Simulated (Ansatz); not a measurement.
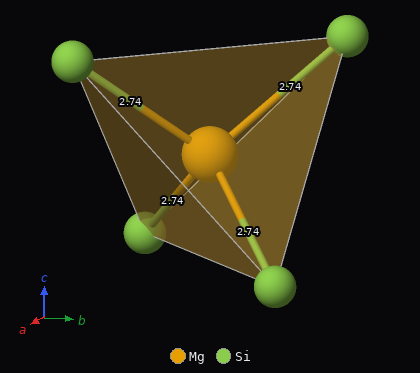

Coordination of Mg in Mg2Si (Fm-3m); bond lengths in Å. Continuous shape measures are computed against ideal polyhedra (0 is ideal; above about 3 the distortion is strong). Geometry: the structure of a calculation's input, shown in its standard cell.

**Name the coordination polyhedron and say how regular it is.**

MgSi4: an essentially ideal tetrahedron (coordination number 4, S = 0.00; next best see-saw, S = 9.8).

**Does the central atom sit at the centroid of its ligands?**

Yes, to within 0.01 Å; the site symmetry is -43m.
